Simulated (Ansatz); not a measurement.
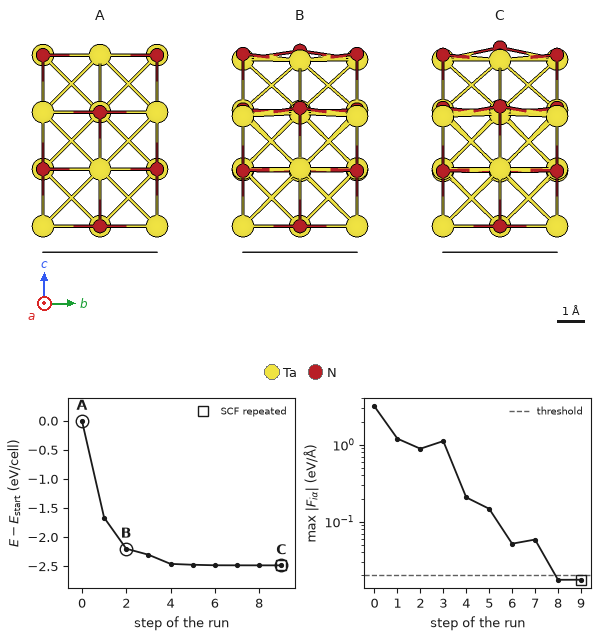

Frames of a constrained relaxation of a slab of composition TaN (cut from the Fm-3m phase), marked on the history of the run. Style: ball-and-stick. Shown: the cell of the calculation, outlined in the plane, without the vacuum (origin shifted), along the a axis.

Case: stripe over 1.5 of 3 cells, two steps. 12 atoms are held fixed.

These are results of DFT PBEsol, scalar-relativistic, plane waves, PAW (Ansatz 0.2.0), not measurements.

Input
```yaml
crystal:
  lattice:
    - [13.1270682281, 0.0, 0.0]
    - [0.0, 4.3756894094, 0.0]
    - [0.0, 0.0, 18.5635341141]
  atoms:
    - { symbol: Ta, position: [0.1666666667, 0.0, 0.0808035793] }
    - { symbol: "N", position: [0.0, 0.0, 0.0808035793] }
    - { symbol: Ta, position: [0.1666666667, 0.5, 0.1986607012] }
    - { symbol: "N", position: [0.0, 0.5, 0.1986607012] }
    - { symbol: Ta, position: [0.0, 0.0, 0.1986607012] }
    - { symbol: "N", position: [0.1666666667, 0.0, 0.1986607012] }
    - { symbol: Ta, position: [0.0, 0.5, 0.0808035793] }
    - { symbol: "N", position: [0.1666666667, 0.5, 0.0808035793] }
    - { symbol: Ta, position: [0.5, 0.0, 0.0808035793] }
    - { symbol: "N", position: [0.3333333333, 0.0, 0.0808035793] }
    - { symbol: Ta, position: [0.5, 0.5, 0.1986607012] }
    - { symbol: "N", position: [0.3333333333, 0.5, 0.1986607012] }
    - { symbol: Ta, position: [0.3333333333, 0.0, 0.1986607012] }
    - { symbol: "N", position: [0.5, 0.0, 0.1986607012] }
    - { symbol: Ta, position: [0.3333333333, 0.5, 0.0808035793] }
    - { symbol: "N", position: [0.5, 0.5, 0.0808035793] }
    - { symbol: Ta, position: [0.8333333333, 0.0, 0.0808035793] }
    - { symbol: "N", position: [0.6666666667, 0.0, 0.0808035793] }
    - { symbol: Ta, position: [0.8333333333, 0.5, 0.1986607012] }
    - { symbol: "N", position: [0.6666666667, 0.5, 0.1986607012] }
    - { symbol: Ta, position: [0.6666666667, 0.0, 0.1986607012] }
    - { symbol: "N", position: [0.8333333333, 0.0, 0.1986607012] }
    - { symbol: Ta, position: [0.6666666667, 0.5, 0.0808035793] }
    - { symbol: "N", position: [0.8333333333, 0.5, 0.0808035793] }
    - { symbol: Ta, position: [0.1666666667, 0.0, 0.3165178232] }
    - { symbol: "N", position: [0.0, 0.0, 0.3165178232] }
    - { symbol: Ta, position: [0.0, 0.5, 0.3165178232] }
    - { symbol: "N", position: [0.1666666667, 0.5, 0.3165178232] }
    - { symbol: Ta, position: [0.5, 0.0, 0.3165178232] }
    - { symbol: "N", position: [0.3333333333, 0.0, 0.3165178232] }
    - { symbol: Ta, position: [0.3333333333, 0.5, 0.3165178232] }
    - { symbol: "N", position: [0.5, 0.5, 0.3165178232] }
    - { symbol: Ta, position: [0.8333333333, 0.0, 0.3165178232] }
    - { symbol: "N", position: [0.6666666667, 0.0, 0.3165178232] }
    - { symbol: Ta, position: [0.6666666667, 0.5, 0.3165178232] }
    - { symbol: "N", position: [0.8333333333, 0.5, 0.3165178232] }
    - { symbol: Ta, position: [0.1666666667, 0.5, 0.4343749452] }
    - { symbol: "N", position: [0.0, 0.5, 0.4343749452] }
    - { symbol: Ta, position: [0.0, 0.0, 0.4343749452] }
    - { symbol: "N", position: [0.1666666667, 0.0, 0.4343749452] }
    - { symbol: "N", position: [0.3333333333, 0.5, 0.4343749452] }
    - { symbol: Ta, position: [0.3333333333, 0.0, 0.4343749452] }
basis:
  ecutwfc: 420
kpoints:
  mp_grid: { grid: [3, 8, 1] }
hamiltonian:
  xc: pbesol
scf:
  occupations: { method: gaussian, width: 0.1 }
output:
  forces: true
  eigenvalues: true
  write_density: true
  write_potential: true
  elf: true
  volumetric_format: npy
relax:
  adjacent_minimum: "off"
  f_tol: 0.02
  max_steps: 45
  constraints: [{ sites: [0, 1, 6, 7, 8, 9, 14, 15, 16, 17, 22, 23] }]
efield:
  axis: 3
  dipole_correction: true
  ramp_width: 0.04
```

Run as
```bash
ansatz run input.yaml --threads 4 --pin off --max-ram 11264MiB --backend cpu --events-out ev --progress --plain --runs-dir out
```

Describe the path.

The atom that moves furthest is N40 (0.29 Å along the normal (+c)). By element the largest moves are N 0.29 Å, Ta 0.27 Å. The cell stays as it was. Near-neighbour distances that change, for instance: Ta25–Ta39 3.094 → 2.786 Å, Ta3–Ta27 3.094 → 3.381 Å, N28–Ta31 2.188 → 2.451 Å, Ta25–N40 2.188 → 2.420 Å. Among the angles between lasting bonds that change: Ta39–N40–Ta42 180.0° → 152.9°, Ta37–N40–Ta37 180.0° → 156.2°, Ta35–N34–Ta35 180.0° → 160.4°. After 8 accepted moves (9 points after the start) the energy has fallen by 2.483 eV per cell of the calculation. Largest force component: 3.2 eV/Å at the start, 0.018 eV/Å at the end. 1 step only repeated the SCF at the same geometry. Cost: 15 min on 4 threads of Intel(R) Xeon(R) Platinum 8259CL CPU @ 2.50GHz (Skylake/Cascade Lake), on a shared host, peak memory 5.1 GiB. From step 0 to 2: Ta atoms move most (0.26 Å), energy −2.197 eV per cell of the calculation. From step 2 to 9: Ta atoms move most (0.14 Å), energy −0.286 eV per cell of the calculation.

| step | E − E(0), meV/atom | largest force component, eV/Å | note |
| --- | --- | --- | --- |
| 0 | 0.00 | 3.1511 |  |
| 1 | -39.57 | 1.2011 |  |
| 2 | -52.31 | 0.8886 |  |
| 3 | -54.76 | 1.1167 |  |
| 4 | -58.51 | 0.2071 |  |
| 5 | -58.87 | 0.1472 |  |
| 6 | -59.08 | 0.0518 |  |
| 7 | -59.10 | 0.0586 |  |
| 8 | -59.11 | 0.0176 |  |
| 9 | -59.11 | 0.0176 | same geometry, SCF repeated |
